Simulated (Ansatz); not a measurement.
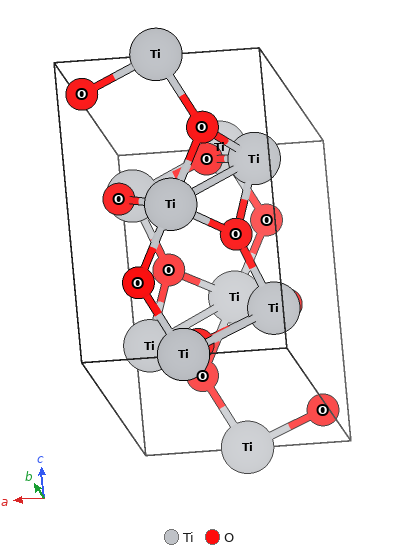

We look at a ball-and-stick model of the crystal from a general direction. The frame is the simulation cell; atoms at its boundary are shown with their periodic copies.

This input was run:
```yaml
crystal:
  lattice:
    - [5.0462369611, 0.0, 0.0]
    - [2.5229249445, 5.0947485492, 0.0]
    - [9.08647e-05, 2.7347382229, 6.6615233467]
  atoms:
    - { symbol: Ti, position: [0.87948515, 0.25906417, 0.77904294] }
    - { symbol: Ti, position: [0.86149851, 0.25903025, 0.27904692] }
    - { symbol: Ti, position: [0.14234986, 0.74328644, 0.71780241] }
    - { symbol: Ti, position: [0.11434595, 0.74334695, 0.21776056] }
    - { symbol: Ti, position: [0.49896046, 0.99724236, 0.50414414] }
    - { symbol: Ti, position: [0.50374348, 0.99726358, 0.00410045] }
    - { symbol: O, position: [0.47118755, 0.3786744, 0.84502861] }
    - { symbol: O, position: [0.68904139, 0.00119816, 0.25085534] }
    - { symbol: O, position: [0.2376526, 0.83946907, 0.44062003] }
    - { symbol: O, position: [0.92285188, 0.83951076, 0.9405627] }
    - { symbol: O, position: [0.52919589, 0.62237912, 0.15482313] }
    - { symbol: O, position: [0.76283929, 0.15863868, 0.5577663] }
    - { symbol: O, position: [0.3097242, 0.00117896, 0.75087488] }
    - { symbol: O, position: [0.84847026, 0.62239193, 0.65480117] }
    - { symbol: O, position: [0.07852605, 0.15868024, 0.05773985] }
    - { symbol: O, position: [0.15012748, 0.37864595, 0.34503059] }
basis:
  ecutwfc: 420
kpoints:
  mp_grid: { grid: [8, 8, 6] }
hamiltonian:
  xc: pbesol
scf:
  occupations: { method: gaussian, width: 0.1 }
output:
  forces: true
  stress: true
  eigenvalues: true
  populations: true
```
Run as:
```sh
ansatz run input.yaml --threads 4 --pin off --max-ram 10240MiB --backend cpu --events-out ev --progress --plain --runs-dir out
```

Method used: DFT PBEsol, scalar-relativistic, plane waves, PAW in Ansatz 0.2.0. It ran with an energy cutoff of 420 eV, the zone sampled with 8×8×6 points, Gaussian smearing of 0.1 eV, no spin polarisation.

**What does the calculation say: metal or gapped?**

A metal: bands cross the Fermi level.

**Which way would the volume go on relaxing?**

The computed pressure is -4.9 GPa (stretched: it would shrink).

Starting structure: a structure listed in the Materials Project. Earlier steps of the study, as a rule a relaxation of our own, may have changed the cell and positions, so they can lie some per cent off the listed ones. An electronic-structure calculation with Ansatz was run on it.

At this level of theory the run's own cell isn't at rest (stretched, at -5 GPa), so its distances can differ from those at equilibrium, the more so the softer the solid.
